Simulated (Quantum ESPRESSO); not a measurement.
# ZnSe (Stilleite): the LO frequency by hand

Wanted: the LO mode of ZnSe (Stilleite) from the TO mode and the field response.

Main program and level: Quantum ESPRESSO 7.5; DFT LDA, scalar-relativistic, plane waves, JTH PAW pseudopotentials.

## 1. The relaxed structure

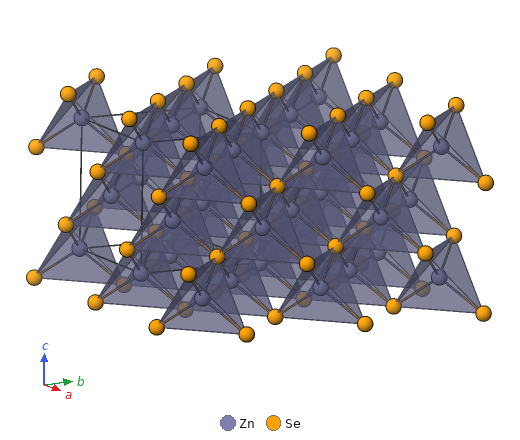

The starting structure, seen slightly off an axis (zinc blue, selenium orange). 2×2×1 cells are drawn. This picture shows the conventional cell, with its axes. Some periodic images of atoms are drawn too.

This is the cell after its relaxation at this level of theory, not the database cell from which that began.

## 2. What the response run gave

A linear-response run on the relaxed cell, with the response to an electric field; only its zone-centre results are used. Cutoff 50 Ry, k mesh 8×8×8.

The log of the run:

```text
[banners, grids, parts of the stress and lines that vanish by symmetry left out]
Program PHONON v.7.5
     Reading xml data from directory:

[...]
Exchange-correlation= PW
                           (   1   4   0   0   0   0   0)
[...]
kinetic-energy cut-off    =      50.0000  Ry
     charge density cut-off    =     250.0000  Ry
     convergence threshold     =      1.0E-18
[...]
Exchange-correlation= PW
                           (   1   4   0   0   0   0   0)
[...]
q = (   0.0000000   0.0000000   0.0000000 )
     25 Sym.Ops. (with q -> -q+G )
     G cutoff =  350.3110  (  19579 G-vectors)     FFT grid: ( 40, 40, 40)
     G cutoff =  280.2488  (  13851 G-vectors)  smooth grid: ( 36, 36, 36)
     number of k points=    29
[...]
Mode symmetry, T_d (-43m)  point group:
[...]
Dielectric constant
[...]
End of electric fields calculation
          Dielectric constant in cartesian axis
          (       8.143643081      -0.000000000       0.000000000 )
          (      -0.000000000       8.143643081      -0.000000000 )
          (       0.000000000      -0.000000000       8.143643081 )
          Effective charges (d Force / dE) in cartesian axis without acoustic sum rule applied (asr)
           atom    1  Zn    Mean Z*:        1.98690
      Ex  (        1.98690        0.00000        0.00000 )
      Ey  (       -0.00000        1.98690       -0.00000 )
      Ez  (        0.00000       -0.00000        1.98690 )
           atom    2  Se    Mean Z*:       -2.03502
      Ex  (       -2.03502        0.00000        0.00000 )
      Ey  (        0.00000       -2.03502       -0.00000 )
      Ez  (       -0.00000       -0.00000       -2.03502 )
          Effective charges Sum: Mean:       -0.04812
[...]
Effective charges (d Force / dE) in cartesian axis with asr applied:
           atom    1  Zn    Mean Z*:        2.01096
[...]
atom    2  Se    Mean Z*:       -2.01096
[...]
Representation #   1 modes #   1   2   3
[...]
End of self-consistent calculation
     Convergence has been achieved
     Representation #   2 modes #   4   5   6
[...]
End of self-consistent calculation
     Convergence has been achieved
[...]
Dielectric constant in cartesian axis
          (       8.143643081      -0.000000000       0.000000000 )
          (      -0.000000000       8.143643081      -0.000000000 )
          (       0.000000000      -0.000000000       8.143643081 )
          Effective charges (d Force / dE) in cartesian axis without acoustic sum rule applied (asr)
           atom    1  Zn    Mean Z*:        1.98690
      Ex  (        1.98690        0.00000        0.00000 )
      Ey  (       -0.00000        1.98690       -0.00000 )
      Ez  (        0.00000       -0.00000        1.98690 )
           atom    2  Se    Mean Z*:       -2.03502
      Ex  (       -2.03502        0.00000        0.00000 )
      Ey  (        0.00000       -2.03502       -0.00000 )
      Ez  (       -0.00000       -0.00000       -2.03502 )
          Effective charges Sum: Mean:       -0.04812
[...]
Effective charges (d Force / dE) in cartesian axis with asr applied:
           atom    1  Zn    Mean Z*:        2.01096
[...]
atom    2  Se    Mean Z*:       -2.01096
[...]
q = (    0.000000000   0.000000000   0.000000000 )
[...]
freq (    1) =       0.126619 [THz] =       4.223545 [cm-1]
     freq (    2) =       0.126619 [THz] =       4.223545 [cm-1]
     freq (    3) =       0.126619 [THz] =       4.223545 [cm-1]
     freq (    4) =       6.571888 [THz] =     219.214589 [cm-1]
     freq (    5) =       6.571888 [THz] =     219.214589 [cm-1]
     freq (    6) =       6.571888 [THz] =     219.214589 [cm-1]
[...]
Mode symmetry, T_d (-43m)  point group:
     freq (   1-   3) =          4.2  [cm-1]   --> T_2  G_15 P_4   I+R
     freq (   4-   6) =        219.2  [cm-1]   --> T_2  G_15 P_4   I+R

   JOB DONE.
```

| quantity | value |
| --- | --- |
| cell volume Ω (Å³) | 43.112 |
| mass of Zn (u) | 65.380 |
| mass of Se (u) | 78.971 |
| Born charge of Zn, raw (e) | 1.987 |
| Born charge of Se, raw (e) | -2.035 |
| ε∞ | 8.144 |
| ω(TO) after the sum rule (cm⁻¹) | 219.2 |

## 3. The calculation

The charges must sum to zero over the cell; taking off their mean, -0.024 e, leaves Z* = 2.011 e on Zn. In the polar mode Zn moves against Se, so the reduced mass is μ = 65.38 × 78.97 / 144.35 = 35.768 u.

A longitudinal wave builds up a field that adds to the restoring force: ω(LO)² = ω(TO)² + 4π Z*² / (μ Ω ε∞), in Hartree atomic units. With μ = 65201 electron masses and Ω = 290.93 bohr³ the second term is 3.2896e-07 Ha², or 15846 cm⁻² (1 Ha = 219474.6 cm⁻¹).

So ω(LO) = √(48035 + 15846) = 252.7 cm⁻¹, and by the Lyddane-Sachs-Teller relation ε₀ = ε∞ (ω(LO)/ω(TO))² = 10.83.

## 4. Check against the program

The analysis program adds the same non-analytic term to the full matrix, here for q along (1 0 0).

The log of the run:

```text
[banner, memory and clock lines left out]
Program DYNMAT v.7.5

     Reading Dynamical Matrix from file g.dyn
     ...Force constants read
     ...epsilon and Z* read

     Polarizability (A^3 units)
     multiply by 0.295752 for Clausius-Mossotti correction
        24.508040   -0.000000    0.000000
        -0.000000   24.508040   -0.000000
         0.000000   -0.000000   24.508040

     IR activities are in (D/A)^2/amu units

# mode   [cm-1]    [THz]      IR
    1      0.00    0.0000    0.0000
    2      0.00    0.0000    0.0000
    3      0.00    0.0000    0.0000
    4    219.17    6.5704    2.6085
    5    219.17    6.5704    2.6085
    6    252.74    7.5771    2.6085
```

ε₀ comes from the program's run without a direction of q.

```csv
quantity,by hand,program
ω(LO) (cm⁻¹),252.7,252.7
ε₀,10.83,10.83
```

## 5. Results

- TO mode: 219.2 cm⁻¹
- LO mode: 252.7 cm⁻¹
- static dielectric constant: 10.83

What this shows: The LO mode of ZnSe (Stilleite) lies at 253 cm⁻¹, 34 cm⁻¹ above the TO mode; the formula meets the program within 0.1 cm⁻¹, as it must for a cubic crystal with one polar mode. ω(LO)² − ω(TO)² goes with Z*²/ε∞: an error of 5 % in ε∞ would move the LO mode by 1.5 cm⁻¹, and semilocal functionals tend to overestimate ε∞. The raw charges miss their sum by 0.048 e, a sign that the k mesh is short for the field response, so ε∞ may be some per cent too high. These are harmonic values at zero temperature, at the volume of this functional, for the structure held cubic; stability elsewhere in the zone is no part of this calculation.

[Host names and launcher messages were left out of these logs when they were recorded.]

[Logs are printed without paths, hosts, clocks, repeated set-up lines and the standing remarks that a program may print on its own settings, such as how far it seeks lower states.]

[Hosts, paths, dates, database ids (printed as entryN), source tags and the programs' standing remarks are cut or masked in the printed files.]
